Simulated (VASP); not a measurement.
ZnSe: geometry relaxation (part 2 of 2)

Continued. System: ZnSe (F-43m, 2 atoms in the cell). Method: Kohn-Sham DFT of a periodic cell, PBE, VASP PAW PBE potentials, recommended, no spin polarisation (VASP 6.6.1); cutoff 520 eV, 8×8×8 k-mesh, Gaussian smearing of 0.1 eV. The structure derives from an entry of the Crystallography Open Database.

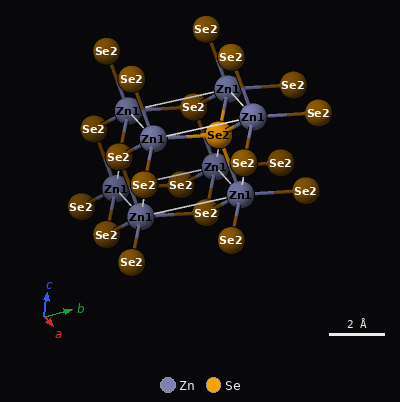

*The geometry at step 2 of the log (ball-and-stick view of the cell of the calculation, seen slightly off an axis; neighbours outside the cell are drawn fainter; atoms are numbered from 1 in the order of the input).*

## Parts of OUTCAR, continued
```
  FORCE on cell =-STRESS in cart. coord.  units (eV):
  Direction    XX          YY          ZZ          XY          YZ          ZX
  --------------------------------------------------------------------------------------
  -------------------------------------------------------------------------------------
  Total        0.6700323      0.6700323      0.6700323     -0.0000000     -0.0000000     -0.0000000
  in kB       23.5867845     23.5867845     23.5867845     -0.0000000     -0.0000000     -0.0000000
  external PRESSURE =      23.5867845 kB  Pullay stress =       0.0000000 kB

 VOLUME and BASIS-vectors are now :
 -----------------------------------------------------------------------------
  energy-cutoff  :      520.00
  volume of cell :       45.51
      direct lattice vectors                 reciprocal lattice vectors
     0.000000000  2.833800000  2.833800000    -0.176441527  0.176441527  0.176441527
     2.833800000  0.000000000  2.833800000     0.176441527 -0.176441527  0.176441527
     2.833800000  2.833800000  0.000000000     0.176441527  0.176441527 -0.176441527

 POSITION                                       TOTAL-FORCE (eV/Angst)
 -----------------------------------------------------------------------------------
      0.00000      0.00000      0.00000         0.000000     -0.000000     -0.000000
      4.25070      4.25070      4.25070        -0.000000      0.000000      0.000000
 -----------------------------------------------------------------------------------
    total drift:                                0.000001      0.000001      0.000001

  FREE ENERGIE OF THE ION-ELECTRON SYSTEM (eV)
  ---------------------------------------------------
  free  energy   TOTEN  =        -6.0201177149 eV

  energy  without entropy=       -6.0201177149  energy(sigma->0) =       -6.02011771

--------------------------------------- Ionic step        2  -------------------------------------------

 number of electron      18.0000011 magnetization

------------------------ aborting loop because EDIFF is reached ----------------------------------------

  FORCE on cell =-STRESS in cart. coord.  units (eV):
  Direction    XX          YY          ZZ          XY          YZ          ZX
  --------------------------------------------------------------------------------------
  -------------------------------------------------------------------------------------
  Total       -0.1685134     -0.1685134     -0.1685134      0.0000000     -0.0000000     -0.0000000
  in kB       -5.6535142     -5.6535142     -5.6535142      0.0000000     -0.0000000     -0.0000000
  external PRESSURE =      -5.6535142 kB  Pullay stress =       0.0000000 kB

 VOLUME and BASIS-vectors are now :
 -----------------------------------------------------------------------------
  energy-cutoff  :      520.00
  volume of cell :       47.76
      direct lattice vectors                 reciprocal lattice vectors
    -0.000000000  2.879600069  2.879600069    -0.173635223  0.173635223  0.173635223
     2.879600069  0.000000000  2.879600069     0.173635223 -0.173635223  0.173635223
     2.879600069  2.879600069 -0.000000000     0.173635223  0.173635223 -0.173635223

 POSITION                                       TOTAL-FORCE (eV/Angst)
 -----------------------------------------------------------------------------------
      2.87960      2.87960      5.75920        -0.000000     -0.000000     -0.000000
      4.31940      4.31940      4.31940         0.000000      0.000000      0.000000
 -----------------------------------------------------------------------------------
    total drift:                                0.000001      0.000001      0.000001

  FREE ENERGIE OF THE ION-ELECTRON SYSTEM (eV)
  ---------------------------------------------------
  free  energy   TOTEN  =        -6.0316298028 eV

  energy  without entropy=       -6.0316298028  energy(sigma->0) =       -6.03162980

--------------------------------------- Ionic step        3  -------------------------------------------

 number of electron      18.0000016 magnetization

------------------------ aborting loop because EDIFF is reached ----------------------------------------

  FORCE on cell =-STRESS in cart. coord.  units (eV):
  Direction    XX          YY          ZZ          XY          YZ          ZX
  --------------------------------------------------------------------------------------
  -------------------------------------------------------------------------------------
  Total        0.0326296      0.0326296      0.0326296      0.0000000      0.0000000      0.0000000
  in kB        1.1061236      1.1061236      1.1061236      0.0000000      0.0000000      0.0000000
  external PRESSURE =       1.1061236 kB  Pullay stress =       0.0000000 kB

 VOLUME and BASIS-vectors are now :
 -----------------------------------------------------------------------------
  energy-cutoff  :      520.00
  volume of cell :       47.26
      direct lattice vectors                 reciprocal lattice vectors
    -0.000000000  2.869653502  2.869653502    -0.174237064  0.174237064  0.174237064
     2.869653502  0.000000000  2.869653502     0.174237064 -0.174237064  0.174237064
     2.869653502  2.869653502 -0.000000000     0.174237064  0.174237064 -0.174237064

 POSITION                                       TOTAL-FORCE (eV/Angst)
 -----------------------------------------------------------------------------------
      0.00000      0.00000     -0.00000        -0.000000      0.000000      0.000000
      4.30448      4.30448      4.30448         0.000000     -0.000000     -0.000000
 -----------------------------------------------------------------------------------
    total drift:                                0.000001      0.000001      0.000001

  FREE ENERGIE OF THE ION-ELECTRON SYSTEM (eV)
  ---------------------------------------------------
  free  energy   TOTEN  =        -6.0325093455 eV

  energy  without entropy=       -6.0325093455  energy(sigma->0) =       -6.03250935

--------------------------------------- Ionic step        4  -------------------------------------------

 number of electron      18.0000015 magnetization

 Free energy of the ion-electron system (eV)
  ---------------------------------------------------
  ext. energy  EPLUGINS =         0.00000000
  ---------------------------------------------------
  free energy    TOTEN  =        -6.03248818 eV

  energy without entropy =       -6.03248818  energy(sigma->0) =       -6.03248818

 E-fermi :   1.7612     XC(G=0):  -9.1429     alpha+bet : -6.9267

 val. band max:        1.2831106233   @ k =   0.0000   0.0000   0.0000
 cond. band min:       2.4168362341   @ k =   0.0000   0.0000   0.0000
 fundamental gap:      1.1337256107
 Fermi energy:         1.7611623687

 k-point     1 :       0.0000    0.0000    0.0000
  band No.  band energies     occupation
      1     -11.7312      2.00000
      2      -5.1274      2.00000
      3      -5.1274      2.00000
      4      -5.1274      2.00000
      5      -4.7925      2.00000
      6      -4.7925      2.00000
      7       1.2831      2.00000
      8       1.2831      2.00000
      9       1.2831      2.00000
     10       2.4168      0.00000
     11       7.0937      0.00000
     12       7.0937      0.00000
     13       7.0938      0.00000

 k-point     2 :       0.1250    0.0000    0.0000
  band No.  band energies     occupation
      1     -11.6380      2.00000
      2      -5.1183      2.00000
      3      -5.1130      2.00000
      4      -5.1130      2.00000
      5      -4.7936      2.00000
      6      -4.7936      2.00000
      7      -0.0110      2.00000
      8       1.1419      2.00000
      9       1.1419      2.00000
     10       3.4137      0.00000
     11       7.0107      0.00000
     12       7.3345      0.00000
     13       7.3345      0.00000

 k-point     3 :       0.2500    0.0000    0.0000
  band No.  band energies     occupation
      1     -11.3972      2.00000
      2      -5.0812      2.00000
      3      -5.0812      2.00000
      4      -5.0597      2.00000
      5      -4.7922      2.00000
      6      -4.7922      2.00000
      7      -1.6653      2.00000
      8       0.8385      2.00000
      9       0.8385      2.00000
     10       3.9262      0.00000
     11       7.7006      0.00000
     12       7.7006      0.00000
     13       7.7407      0.00000

 k-point     4 :       0.3750    0.0000    0.0000
  band No.  band energies     occupation
      1     -11.1289      2.00000
      2      -5.0556      2.00000
      3      -5.0556      2.00000
      4      -4.8745      2.00000
      5      -4.7827      2.00000
      6      -4.7827      2.00000
      7      -3.0302      2.00000
      8       0.5730      2.00000
      9       0.5730      2.00000
     10       3.8344      0.00000
     11       7.7287      0.00000
     12       7.7287      0.00000
     13       9.1563      0.00000

 k-point     5 :       0.5000    0.0000    0.0000
  band No.  band energies     occupation
      1     -11.0077      2.00000
      2      -5.0473      2.00000
      3      -5.0473      2.00000
      4      -4.7759      2.00000
      5      -4.7759      2.00000
      6      -4.6475      2.00000
      7      -3.6976      2.00000
      8       0.4712      2.00000
      9       0.4712      2.00000
     10       3.7565      0.00000
     11       7.6685      0.00000
     12       7.6685      0.00000
     13       9.7459      0.00000

 [... the levels of 18 k-points are left out ...]

 k-point    24 :      -0.3750    0.2500    0.1250
  band No.  band energies     occupation
      1     -10.8873      2.00000
      2      -5.0300      2.00000
      3      -4.9986      2.00000
      4      -4.8187      2.00000
      5      -4.7855      2.00000
      6      -4.6011      2.00000
      7      -3.3929      2.00000
      8      -0.9927      2.00000
      9      -0.0852      2.00000
     10       5.3934      0.00000
     11       6.8607      0.00000
     12       8.5903      0.00000
     13       9.8257      0.00000

 [... further k-points ...]

------------------------ aborting loop because EDIFF is reached ----------------------------------------

  FORCE on cell =-STRESS in cart. coord.  units (eV):
  Direction    XX          YY          ZZ          XY          YZ          ZX
  --------------------------------------------------------------------------------------
  -------------------------------------------------------------------------------------
  Total       -0.0177298     -0.0177298     -0.0177298      0.0000000     -0.0000000      0.0000000
  in kB       -0.6000166     -0.6000166     -0.6000166      0.0000000     -0.0000000      0.0000000
  external PRESSURE =      -0.6000166 kB  Pullay stress =       0.0000000 kB

 VOLUME and BASIS-vectors are now :
 -----------------------------------------------------------------------------
  energy-cutoff  :      520.00
  volume of cell :       47.34
      direct lattice vectors                 reciprocal lattice vectors
    -0.000000000  2.871267043  2.871267043    -0.174139149  0.174139149  0.174139149
     2.871267043  0.000000000  2.871267043     0.174139149 -0.174139149  0.174139149
     2.871267043  2.871267043 -0.000000000     0.174139149  0.174139149 -0.174139149

 POSITION                                       TOTAL-FORCE (eV/Angst)
 -----------------------------------------------------------------------------------
      2.87127      2.87127      5.74253         0.000000     -0.000000     -0.000000
      4.30690      4.30690      4.30690        -0.000000      0.000000      0.000000
 -----------------------------------------------------------------------------------
    total drift:                                0.000001      0.000001      0.000001

  FREE ENERGIE OF THE ION-ELECTRON SYSTEM (eV)
  ---------------------------------------------------
  free  energy   TOTEN  =        -6.0324881833 eV

  energy  without entropy=       -6.0324881833  energy(sigma->0) =       -6.03248818

 reached required accuracy - stopping structural energy minimisation
```

## CONTCAR
```
ZnSe
   1.00000000000000
    -0.0000000000000000    2.8712670425888667    2.8712670425888667
     2.8712670425888667    0.0000000000000000    2.8712670425888667
     2.8712670425888667    2.8712670425888667   -0.0000000000000000
  Zn              Se
     1     1
Direct
     1.0000000000000000    1.0000000000000000    0.0000000000000000
     0.7500000000000000    0.7500000000000000    0.7500000000000000

  0.00000000E+00  0.00000000E+00  0.00000000E+00
  0.00000000E+00  0.00000000E+00  0.00000000E+00
```

## Trajectory as extended XYZ (Å, eV, eV/Å), 4 frames, from step=0 to step=3
```
2
Lattice="0.0000 2.8338 2.8338 2.8338 0.0000 2.8338 2.8338 2.8338 0.0000" Properties=species:S:1:pos:R:3:forces:R:3 step=0 energy=-6.02012
Zn    0.0000    0.0000    0.0000    0.0000   0.0000   0.0000
Se    4.2507    4.2507    4.2507    0.0000   0.0000   0.0000
2
Lattice="-0.0000 2.8796 2.8796 2.8796 0.0000 2.8796 2.8796 2.8796 -0.0000" Properties=species:S:1:pos:R:3:forces:R:3 step=1 energy=-6.03163
Zn    2.8796    2.8796    5.7592    0.0000   0.0000   0.0000
Se    4.3194    4.3194    4.3194    0.0000   0.0000   0.0000
2
Lattice="-0.0000 2.8697 2.8697 2.8697 0.0000 2.8697 2.8697 2.8697 -0.0000" Properties=species:S:1:pos:R:3:forces:R:3 step=2 energy=-6.03251
Zn    0.0000    0.0000    0.0000    0.0000   0.0000   0.0000
Se    4.3045    4.3045    4.3045    0.0000   0.0000   0.0000
2
Lattice="-0.0000 2.8713 2.8713 2.8713 0.0000 2.8713 2.8713 2.8713 -0.0000" Properties=species:S:1:pos:R:3:forces:R:3 step=3 energy=-6.03249
Zn    2.8713    2.8713    5.7425    0.0000   0.0000   0.0000
Se    4.3069    4.3069    4.3069    0.0000   0.0000   0.0000
```

The run was set up as follows.

## INCAR
```
SYSTEM = ZnSe
ALGO = Normal
EDIFF = 1E-6
EDIFFG = -0.01
ENCUT = 520
GGA = PE
IBRION = 2
ISIF = 3
ISMEAR = 0
LASPH = .TRUE.
LCHARG = .FALSE.
LREAL = .FALSE.
LWAVE = .FALSE.
NELM = 120
NSW = 90
PREC = Accurate
SIGMA = 0.1
```

## KPOINTS
```
k-points
0
G
  8 8 8
  0 0 0
```

## POSCAR
```
ZnSe
1.0
    0.0000000000      2.8338000000      2.8338000000
    2.8338000000      0.0000000000      2.8338000000
    2.8338000000      2.8338000000      0.0000000000
Zn Se
1 1
Direct
    0.0000000000      0.0000000000      0.0000000000
    0.7500000000      0.7500000000      0.7500000000
```

Launch command:
```bash
cat potpaw_PBE.64/Zn/POTCAR potpaw_PBE.64/Se/POTCAR > POTCAR
mpirun -np 1 vasp_std > vasp.out
```

## Summary

- outcome: converged
- space group (tolerance 0.01 Å): F-43m (216)
- electrons treated: 18
- free energy: −6.0325 eV
- Fermi energy: 1.761 eV
- gap on the k-point mesh: 1.13 eV
- pressure: −0.06 GPa
- final volume: 47.34 Å³
- largest force (length of the vector) at the end: under 0.001 eV/Å
- final cell: a = 4.061 Å, b = 4.061 Å, c = 4.061 Å, α = 60.00°, β = 60.00°, γ = 60.00°
- hardware: 1 thread of Intel Xeon (Granite Rapids), 64 GiB of memory available, shared host
- wall time: 22 s
- peak memory: 0.18 GiB
